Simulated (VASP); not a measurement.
# BAs: structure and properties in VASP

Aim: relax BAs with r2SCAN + rVV10, compute its properties on that cell and hold them against experiment. The steps: relaxing cell and atoms (r2SCAN + rVV10), single point with fields (r2SCAN + rVV10), bands along the symmetry lines (r2SCAN + rVV10), total and projected DOS (r2SCAN + rVV10), zone-centre phonons (r2SCAN + rVV10), elastic constants (r2SCAN + rVV10), response to an electric field (r2SCAN + rVV10), independent-particle dielectric function (r2SCAN + rVV10), band structure (r2SCAN + rVV10 + SOC), bands along the symmetry lines (HSE06) and band structure (TB-mBJ). The start is a cell from a database of measured crystal structures.

Calculated with VASP 6.6.1; r2SCAN with rVV10; plane waves and PAW (B, As), in the first sound run; inputs show where later runs differ.

The experiments to compare with:

For BAs, zinc blende (CVT-grown single crystal, 100 K), “Thermal expansion coefficients of high thermal conducting BAs and BP materials” (2019, arxiv:1906.04101) gives, by single-crystal XRD (Mo K-alpha): lattice constant a (cubic a at 100 K) 4.7741 ± 0.0015 Å.

“Optical properties of cubic boron arsenide” (2019, arxiv:1911.04914) reports for BAs, zinc blende, by spectroscopic ellipsometry (CVT-grown opaque bulk crystals, 300 K): band gap (direct gap from square of absorption coefficient, average of two …) about 4.12 eV [Extrapolated from square of absorption coefficient from ellipsometry; average of two …].

“Basic Physical Properties of Cubic Boron Arsenide” (2019, arxiv:1911.11281) reports for BAs, zinc blende, by from C11 and literature bulk modulus (single crystal): elastic constant C12 (C12) 79.5 GPa [not measured independently; derived from C11 and the literature bulk modulus of 148 GPa]; elastic constant C44 (C44) 149 GPa at 300 K [derived from the [111] sound velocity with literature bulk modulus and density; velocity …]; bulk modulus (literature experimental value) 148 GPa [literature value quoted in a summary table].

Report form: the programs' logs are mostly left out.

## (1) The structure

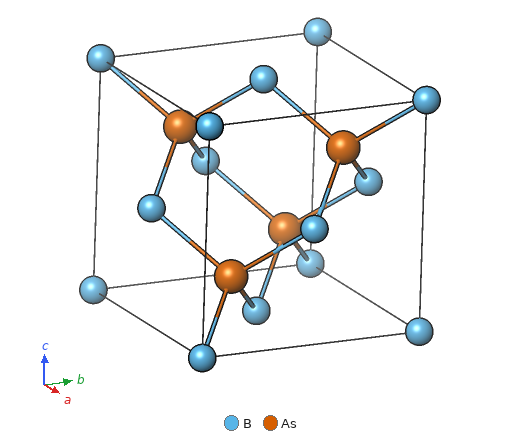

The cell as given, slightly off an axis (boron blue, arsenic orange). This picture shows the conventional cell, with its axes. Bonds to atoms that aren't drawn are left out. Some periodic images of atoms are drawn too.

## (2) Relaxing cell and atoms (r2SCAN + rVV10)

Properties are meant for the cell that this level of theory prefers, so cell and atoms are relaxed first (ISIF = 3) until forces and stress are small; EDIFFG sets the threshold. r2SCAN adds the kinetic-energy density, costs more than a GGA and is run with LASPH. LUSE_VDW switches on a nonlocal correlation term for dispersion.

INCAR reads:

```
SYSTEM = BAs
PREC = Accurate
ENCUT = 420
EDIFF = 1E-06
NELM = 100
ISMEAR = 0
SIGMA = 0.05
LREAL = .FALSE.
ALGO = Normal
METAGGA = R2SCAN
LUSE_VDW = .TRUE.
IVDW_NL = 2
BPARAM = 11.95
CPARAM = 0.0093
LASPH = .TRUE.
NBANDS = 10
LORBIT = 11
LWAVE = .FALSE.
LCHARG = .FALSE.
KPAR = 2
IBRION = 2
NSW = 60
ISIF = 3
EDIFFG = -0.01
```

POSCAR reads:

```
BAs
1.0
    0.0000000000      2.3885000000      2.3885000000
    2.3885000000      0.0000000000      2.3885000000
    2.3885000000      2.3885000000      0.0000000000
B As
1 1
Direct
    0.0000000000      0.0000000000      0.0000000000
    0.2500000000      0.2500000000      0.2500000000
```

KPOINTS reads:

```
Automatic mesh
0
Gamma
7 7 7
0 0 0
```

The projector-augmented-wave data sets are B and As (PBE family, release 64).

On the command line:

```sh
> mpirun -np 2 vasp_std
```

Elapsed: 30 s, on 2 MPI ranks of Intel Xeon 6975P-C (Granite Rapids), shared host; peak memory 0.4 GiB; 58 s of CPU time.

The gap is read on the k-mesh alone, so it is an upper bound where the band edges lie off the mesh. The PAW data sets were made with PBE, which is usual practice but a small mismatch for other functionals. The run keeps the 24 symmetry operations of its start, so it cannot find a distortion of lower symmetry.

Little changed from the start: no atom moved by 0.005 Å and no cell edge by 0.1 %.

This step gave:

```yaml
electrons: 8
bands: 10
irreducible_k_points: 20
symmetry_operations: 24
free_energy_toten: -22.13 eV
fermi_energy: 6.321 eV
pressure: 0.008187 GPa
metallic: no
valence_top_at_k: 0, 0, 0
conduction_bottom_at_k: 0.4286, 0.4286, 0
least_direct_gap_at_k: 0, 0, 0
scf_cycles_over_all_ionic_steps: 20
gap_on_the_k_mesh: 1.359 eV
least_direct_gap_on_the_k_mesh: 3.434 eV
```

It ends with forces that vanish by symmetry and a pressure of 0.01 GPa. The volume lies +0.2 % from that of the database's start.

## (3) Single point with fields (r2SCAN + rVV10)

A single point on the relaxed cell gives a clean self-consistent state, with density, ELF and potential written out.

Changes to INCAR since step 2:

```diff
@@ -18,7 +18,5 @@
 LWAVE = .FALSE.
-LCHARG = .FALSE.
-KPAR = 2
-IBRION = 2
-NSW = 60
-ISIF = 3
-EDIFFG = -0.01
+LCHARG = .TRUE.
+ISIF = 2
+LELF = .TRUE.
+LVHAR = .TRUE.
```

POSCAR reads:

```
BAs
1.0
    0.0000000000      2.3898420644      2.3898420644
    2.3898420644      0.0000000000      2.3898420644
    2.3898420644      2.3898420644      0.0000000000
B As
1 1
Direct
    0.0000000000      0.0000000000      0.0000000000
    0.2500000000      0.2500000000      0.2500000000
```

KPOINTS is that of step 2.

On the command line:

```sh
> mpirun -np 2 vasp_std
```

The job ended after 9 s (2 MPI ranks; peak memory 0.33 GiB).

This step gave:

```yaml
scf_cycles: 11
pressure: 0.02137 GPa
```

Valence electrons inside each PAW sphere by angular momentum. Sphere charges, by row:

| atom | s (e) | p (e) | d (e) | tot (e) |
| --- | --- | --- | --- | --- |
| B1 | 0.667 | 1.163 | 0 | 1.83 |
| As2 | 1.17 | 1.694 | 0.092 | 2.956 |

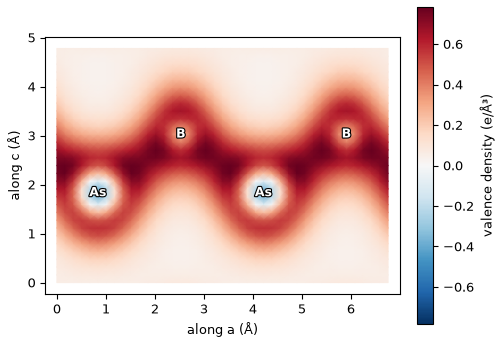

Valence density in the ac plane of a cell with a along [110], b along [-110] and c along [001] of the cube at fractional y = 0.000, with atoms of B and As within 0.2 Å of it. It is the smooth field of the valence electrons, not physical close to the nuclei. The map starts off the cell's origin, so that atoms lie inside it.

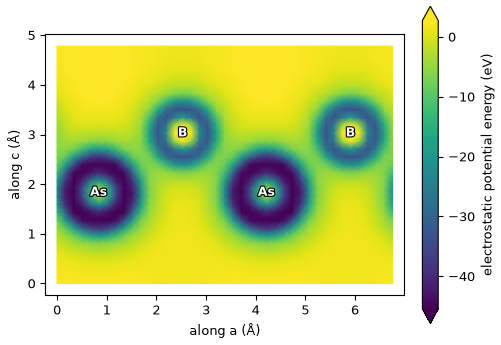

Electrostatic potential energy in the ac plane of a cell with a along [110], b along [-110] and c along [001] of the cube at fractional y = 0.000, with atoms of B and As within 0.2 Å of it. With pseudopotentials it is smooth inside the atoms' cores, unlike the true potential. The map starts off the cell's origin, so that atoms lie inside it.

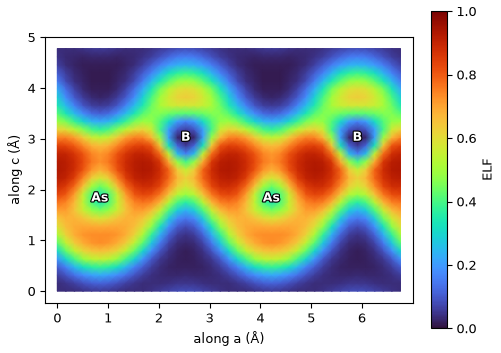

ELF in the ac plane of a cell with a along [110], b along [-110] and c along [001] of the cube at fractional y = 0.000, with atoms of B and As within 0.2 Å of it. It is the smooth field of the valence electrons, not physical close to the nuclei. The map starts off the cell's origin, so that atoms lie inside it.

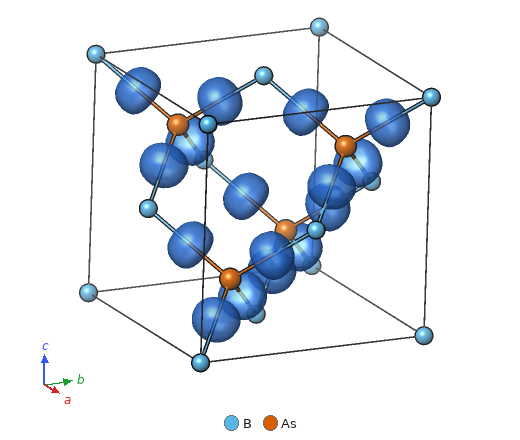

Surface of ELF = 0.85. Bonds to atoms that aren't drawn are left out.

In this run the pressure is 0.02 GPa, small enough to go on.

## (4) Bands along the symmetry lines (r2SCAN + rVV10)

The mesh alone shows little of the dispersion and can miss band extrema, so KPOINTS_OPT adds a path through the symmetry points after the self-consistent cycle.

Changes to INCAR since step 3:

```diff
@@ -15,8 +15,6 @@
 LASPH = .TRUE.
-NBANDS = 10
+NBANDS = 16
 LORBIT = 11
 LWAVE = .FALSE.
-LCHARG = .TRUE.
-ISIF = 2
-LELF = .TRUE.
-LVHAR = .TRUE.
+LCHARG = .FALSE.
+KPAR = 2
```

POSCAR is that of step 3.

KPOINTS is that of step 3.

KPOINTS_OPT reads:

```
Line mode
16
Line-mode
Reciprocal
  0.00000000   0.00000000   0.00000000 GAMMA
  0.50000000   0.00000000   0.50000000 X

  0.50000000   0.00000000   0.50000000 X
  0.50000000   0.25000000   0.75000000 W

  0.50000000   0.25000000   0.75000000 W
  0.37500000   0.37500000   0.75000000 K

  0.37500000   0.37500000   0.75000000 K
  0.00000000   0.00000000   0.00000000 GAMMA

  0.00000000   0.00000000   0.00000000 GAMMA
  0.50000000   0.50000000   0.50000000 L

  0.50000000   0.50000000   0.50000000 L
  0.62500000   0.25000000   0.62500000 U

  0.62500000   0.25000000   0.62500000 U
  0.50000000   0.25000000   0.75000000 W

  0.50000000   0.25000000   0.75000000 W
  0.50000000   0.50000000   0.50000000 L

  0.50000000   0.50000000   0.50000000 L
  0.37500000   0.37500000   0.75000000 K

  0.62500000   0.25000000   0.62500000 U
  0.50000000   0.00000000   0.50000000 X
```

On the command line:

```sh
> mpirun -np 2 vasp_std
```

The job ended after 24 s (2 MPI ranks; peak memory 0.39 GiB; 47 s of CPU time).

Spin-orbit coupling is off here; it would split degenerate levels, and it lifts a valence top of As p states by about 0.1 eV.

This step gave:

| Quantity | Value |
| --- | --- |
| bands | 16 |
| Fermi energy | 6.364 eV |
| pressure | 0.01928 GPa |
| least gap on mesh and path | 1.335 eV |
| least direct gap on mesh and path | 3.434 eV |
| conduction bottom at k | 0.4, 0, 0.4 |

The electronic bands at the labelled points (eV, zero at the valence-band top; v1 is the highest filled band, c1 the lowest empty one):

| point | v3 | v2 | v1 | c1 | c2 | c3 | c4 |
| --- | --- | --- | --- | --- | --- | --- | --- |
| Γ | 0.00 | 0.00 | 0.00 | 3.43 | 3.43 | 3.43 | 5.13 |
| X | -9.06 | -4.31 | -4.31 | 1.58 | 1.65 | 12.14 | 12.14 |
| W | -8.60 | -5.74 | -5.45 | 5.65 | 6.44 | 7.14 | 7.39 |
| K | -8.67 | -6.23 | -3.69 | 2.24 | 5.94 | 9.78 | 10.38 |
| Γ | 0.00 | 0.00 | 0.00 | 3.43 | 3.43 | 3.43 | 5.13 |
| L | -9.25 | -1.94 | -1.94 | 2.95 | 5.04 | 5.04 | 9.51 |
| U | -8.67 | -6.23 | -3.69 | 2.24 | 5.94 | 9.78 | 10.38 |
| W | -8.60 | -5.74 | -5.45 | 5.65 | 6.44 | 7.14 | 7.39 |
| L | -9.25 | -1.94 | -1.94 | 2.95 | 5.04 | 5.04 | 9.51 |
| K | -8.67 | -6.23 | -3.69 | 2.24 | 5.94 | 9.78 | 10.38 |
| jump to U | -8.67 | -6.23 | -3.69 | 2.24 | 5.94 | 9.78 | 10.38 |
| X | -9.06 | -4.31 | -4.31 | 1.58 | 1.65 | 12.14 | 12.14 |

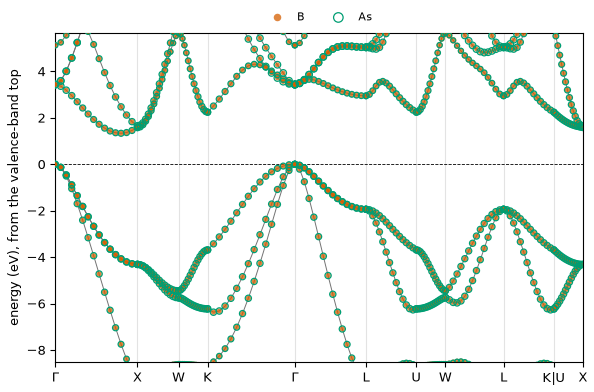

Electronic bands along the path; dots are coloured as in the legend, and their area grows with the weight.

The path lowers the gap by 0.02 eV against the mesh alone, so a band edge lies off the mesh.

## (5) Total and projected DOS (r2SCAN + rVV10)

A density of states needs more k-points than a total energy; ISMEAR = -5 takes tetrahedra, and LORBIT projects the states on the PAW spheres. The mesh is finer than in the run before.

Changes to INCAR since step 4:

```diff
@@ -5,3 +5,3 @@
 NELM = 100
-ISMEAR = 0
+ISMEAR = -5
 SIGMA = 0.05
@@ -20 +20,2 @@
 KPAR = 2
+NEDOS = 2001
```

POSCAR is that of step 4.

KPOINTS reads:

```
Automatic mesh
0
Gamma
10 10 10
0 0 0
```

On the command line:

```sh
> mpirun -np 2 vasp_std
```

Wall time 18 s (2 MPI ranks); peak memory 0.41 GiB.

Numbers from this step:

| Item | Value |
| --- | --- |
| irreducible k-points | 47 |
| free energy (TOTEN) | -22.14 eV |
| Fermi energy | 6.022 eV |
| pressure | 0.01133 GPa |
| conduction bottom at k | 0.4, 0.4, 0 |
| gap on the k-mesh | 1.336 eV |
| least direct gap on the k-mesh | 3.435 eV |

The density of states has structure finer than the step of the table below, so its rows give means over 1 eV, whole bins alone (the curve runs from -12.0 to 9.33 eV). Peaks (eV: height): total -8.5: 2.00, -4.1: 1.23, 3.9: 1.77, 5.0: 2.48; As p -8.5: 0.421, -5.7: 0.289, -4.1: 0.370, 5.0: 0.442; B p -4.1: 0.267, 3.9: 0.302, 5.0: 0.355, 7.6: 0.248; As d 3.9: 0.158, 5.0: 0.210, 7.2: 0.0943; B s -8.5: 0.530, 3.5: 0.156, 5.0: 0.150.

States under -12.0 eV and over 9.3 eV are left out. Table of density of states by energy, zero at the valence-band top; means over each step; values in states/eV/cell:

| energy (eV) | total | As p | B p | As d | B s | As s |
| --- | --- | --- | --- | --- | --- | --- |
| -10 | 0 | 0 | 0 | 0 | 0 | 0 |
| -9 | 0.417 | 0.0896 | 0.0200 | 0.00369 | 0.104 | 0.0166 |
| -8 | 0.761 | 0.160 | 0.0451 | 0.00753 | 0.176 | 0.0534 |
| -7 | 0.308 | 0.0666 | 0.0273 | 0.00330 | 0.0540 | 0.0332 |
| -6 | 0.590 | 0.155 | 0.0910 | 0.00550 | 0.0375 | 0.0263 |
| -5 | 0.793 | 0.220 | 0.144 | 0.00951 | 0.0366 | 0.0242 |
| -4 | 1.09 | 0.326 | 0.236 | 0.0148 | 0.0274 | 0.0182 |
| -3 | 0.995 | 0.311 | 0.238 | 0.0177 | 0.0175 | 0.0119 |
| -2 | 0.727 | 0.235 | 0.191 | 0.0166 | 0.00792 | 0.00567 |
| -1 | 0.265 | 0.0850 | 0.0743 | 0.00883 | 0.00301 | 0.00224 |
| 0 | 0.0255 | 0.00817 | 0.00769 | 0.00109 | 6.3e-5 | 5.2e-5 |
| 1 | 0.00236 | 1.5e-4 | 1.9e-4 | 2.2e-4 | 2.2e-4 | 1.3e-4 |
| 2 | 0.265 | 0.0191 | 0.0282 | 0.0246 | 0.0206 | 0.0147 |
| 3 | 0.815 | 0.0636 | 0.114 | 0.0724 | 0.0604 | 0.0611 |
| 4 | 1.17 | 0.0911 | 0.199 | 0.104 | 0.0853 | 0.0999 |
| 5 | 1.20 | 0.200 | 0.184 | 0.0977 | 0.0778 | 0.0508 |
| 6 | 0.993 | 0.165 | 0.175 | 0.0815 | 0.0536 | 0.0376 |
| 7 | 1.03 | 0.169 | 0.213 | 0.0816 | 0.0566 | 0.0396 |
| 8 | 0.790 | 0.139 | 0.177 | 0.0650 | 0.0377 | 0.0222 |

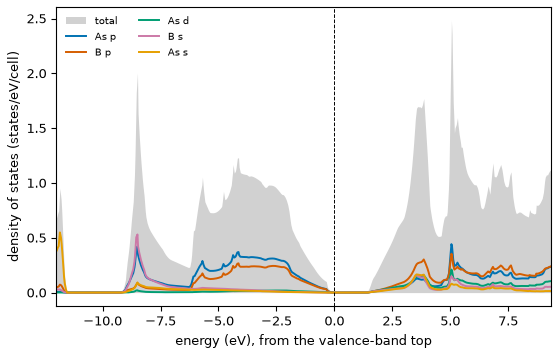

Density of states against energy.

The gap on this mesh is 1.34 eV. In the top eV of the valence band the largest shares in the PAW spheres are As p 32 % and B p 29 %; in the lowest eV of the conduction band, B p 10 %, As d 9 % and B s 8 %. The rest lies in smaller channels or between the spheres.

## (6) Zone-centre phonons (r2SCAN + rVV10)

Zone-centre modes test whether the atoms sit at a minimum within this cell. IBRION = 6 takes the force constants from differences of forces between displaced cells, so the forces must be tight.

INCAR reads:

```
SYSTEM = BAs
PREC = Accurate
ENCUT = 420
EDIFF = 1E-08
NELM = 100
ISMEAR = 0
SIGMA = 0.05
LREAL = .FALSE.
ALGO = Normal
METAGGA = R2SCAN
LUSE_VDW = .TRUE.
IVDW_NL = 2
BPARAM = 11.95
CPARAM = 0.0093
LASPH = .TRUE.
NBANDS = 10
LORBIT = 11
LWAVE = .FALSE.
LCHARG = .FALSE.
KPAR = 2
IBRION = 6
NFREE = 2
POTIM = 0.015
ISIF = 2
NSW = 1
```

POSCAR is that of step 5.

KPOINTS reads:

```
Automatic mesh
0
Gamma
7 7 7
0 0 0
```

On the command line:

```sh
> mpirun -np 2 vasp_std
```

It took 76 s on 2 MPI ranks; peak memory 0.44 GiB; 2.5 min of CPU time.

The last energy, forces, stress and levels in OUTCAR belong to the last displaced cell, not to the cell of POSCAR.

This step gave:

```
bands                     : 10
irreducible k-points      : 20
pressure of the cell      : 0.01374 GPa
largest force of the cell : 0 eV/Å
```

Transverse limit, no LO-TO splitting. Modes at Γ, with each element's share of the kinetic energy:

| mode | frequency (cm⁻¹) | symmetry | B % | As % |
| --- | --- | --- | --- | --- |
| 1 | 0.0 | acoustic | 13 | 87 |
| 2 | 0.0 | acoustic | 13 | 87 |
| 3 | 0.0 | acoustic | 13 | 87 |
| 4 | 702.7 | T2 | 87 | 13 |
| 5 | 702.7 | T2 | 87 | 13 |
| 6 | 702.7 | T2 | 87 | 13 |

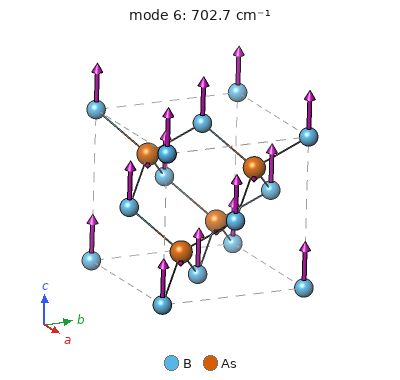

Displacement patterns of mode 6 at Γ; arrows are exaggerated. Bonds to atoms that aren't drawn are left out. Some periodic images of atoms are drawn too.

The three acoustic modes come out at zero, and all others are real. By the characters of their eigenvectors the optical modes sort into (cm⁻¹) Raman active: T2 703; infrared active: T2 703.

## (7) Elastic constants (r2SCAN + rVV10)

IBRION = 6 with ISIF = 3 strains the cell both ways at fixed fractional positions, and adds the ions' share afterwards from the force constants. Stress converges slowly with the basis, so the cutoff is raised.

Changes to INCAR since step 6:

```diff
@@ -2,4 +2,4 @@
 PREC = Accurate
-ENCUT = 420
-EDIFF = 1E-08
+ENCUT = 500
+EDIFF = 1E-07
 NELM = 100
@@ -23,3 +23,3 @@
 POTIM = 0.015
-ISIF = 2
+ISIF = 3
 NSW = 1
```

POSCAR is that of step 6.

KPOINTS is that of step 6.

On the command line:

```sh
> mpirun -np 2 vasp_std
```

Elapsed: 8.2 min, on 2 MPI ranks; peak memory 0.58 GiB; 16 min of CPU time.

This step gave:

```yaml
pressure_of_the_cell: 0.007776 GPa
mechanically_stable: yes
bulk_modulus_voigt: 144.5 GPa
shear_modulus_voigt: 138.8 GPa
bulk_modulus_hill: 144.5 GPa
shear_modulus_hill: 136.7 GPa
young_s_modulus: 311.8 GPa
poisson_s_ratio: 0.1404
```

Elastic constants with relaxed ions, Voigt order xx yy zz yz xz xy (GPa):

```
291.5  71.0  71.0   0.0   0.0   0.0
 71.0 291.5  71.0   0.0   0.0   0.0
 71.0  71.0 291.5   0.0   0.0   0.0
  0.0   0.0   0.0 157.9   0.0   0.0
  0.0   0.0   0.0   0.0 157.9   0.0
  0.0   0.0   0.0   0.0   0.0 157.9
```

Elastic constants with clamped ions, Voigt order xx yy zz yz xz xy (GPa):

```
291.5  71.0  71.0   0.0   0.0   0.0
 71.0 291.5  71.0   0.0   0.0   0.0
 71.0  71.0 291.5   0.0   0.0   0.0
  0.0   0.0   0.0 174.3   0.0   0.0
  0.0   0.0   0.0   0.0 174.3   0.0
  0.0   0.0   0.0   0.0   0.0 174.3
```

B/G is 1.06, which by Pugh's rule of thumb (1.75) points to a brittle solid. The Zener ratio 2C44/(C11 - C12) is 1.43, where 1 means isotropic. With the density of 5.21 g/cm³ the Hill moduli give sound speeds of 7.92 km/s (longitudinal) and 5.12 km/s (transverse), and from their mean a Debye temperature of 700 K.

## (8) Response to an electric field (r2SCAN + rVV10)

The response to a static field gives the electronic dielectric tensor and the Born charges. It needs tightly converged orbitals, hence the small EDIFF.

INCAR reads:

```
SYSTEM = BAs
PREC = Accurate
ENCUT = 420
EDIFF = 1E-07
NELM = 100
ISMEAR = 0
SIGMA = 0.01
LREAL = .FALSE.
ALGO = Normal
METAGGA = R2SCAN
LUSE_VDW = .TRUE.
IVDW_NL = 2
BPARAM = 11.95
CPARAM = 0.0093
LASPH = .TRUE.
NBANDS = 10
LORBIT = 11
LWAVE = .FALSE.
LCHARG = .FALSE.
LCALCEPS = .TRUE.
LPEAD = .TRUE.
```

POSCAR is that of step 7.

KPOINTS reads:

```
Automatic mesh
0
Gamma
6 6 6
0 0 0
```

On the command line:

```sh
> mpirun -np 2 vasp_std
```

Wall time 2.3 min (2 MPI ranks); peak memory 0.41 GiB.

Energies printed during the response cycles are not total energies of the cell. The log warns that the applied field is near the limit of Zener tunnelling for this mesh, so the response is less certain.

This step gave:

| Quantity | Value |
| --- | --- |
| irreducible k-points | 16 |

Electronic dielectric tensor with local fields:

```
9.08 0.00 0.00
0.00 9.08 0.00
0.00 0.00 9.08
```

Born effective charge (e), principal values of the symmetric part by kind of site:

| atom | atoms with these values | low | middle | high | mean |
| --- | --- | --- | --- | --- | --- |
| B1 | 1 | -0.4060 | -0.4060 | -0.4060 | -0.4060 |
| As2 | 1 | 0.4060 | 0.4060 | 0.4060 | 0.4060 |

In full for B1:

```
-0.4060  0.0000  0.0000
 0.0000 -0.4060  0.0000
 0.0000  0.0000 -0.4060
```

Piezoelectric tensor with clamped ions (C/m²), by row:

| field | xx | yy | zz | xy | yz | zx |
| --- | --- | --- | --- | --- | --- | --- |
| x | 0 | 0 | 0 | 0 | 0.00616 | 0 |
| y | 0 | 0 | 0 | 0 | 0 | 0.00616 |
| z | 0 | 0 | 0 | 0.00616 | 0 | 0 |

The Born charges sum to zero; the printed set may have that rule imposed, so this is no test. Born charges and mode vectors give each infrared mode its dipole; summed over the modes, dipole squared over frequency squared adds 0.0637 to the electronic 9.08, for a mean static constant of 9.15. With one infrared mode the Lyddane-Sachs-Teller relation, LO/TO = (ε0/ε∞)^½, puts the longitudinal line at 705 cm⁻¹. No Born charge exceeds 0.41 e in any direction, so infrared lines are weak.

(Continued in part 2 of 2.)

[Lines on the potential files, build, host, timing and source positions are cut from VASP's logs without a mark.]

[Logs are printed without paths, hosts, clocks, repeated set-up lines and the standing remarks that a program may print on its own settings, such as how far it seeks lower states.]

[Hosts, paths, dates, database ids (printed as entryN), source tags and the programs' standing remarks are cut or masked in the printed files.]

[A measured line is paired with the nearest computed mode of its activity, which favours agreement.]
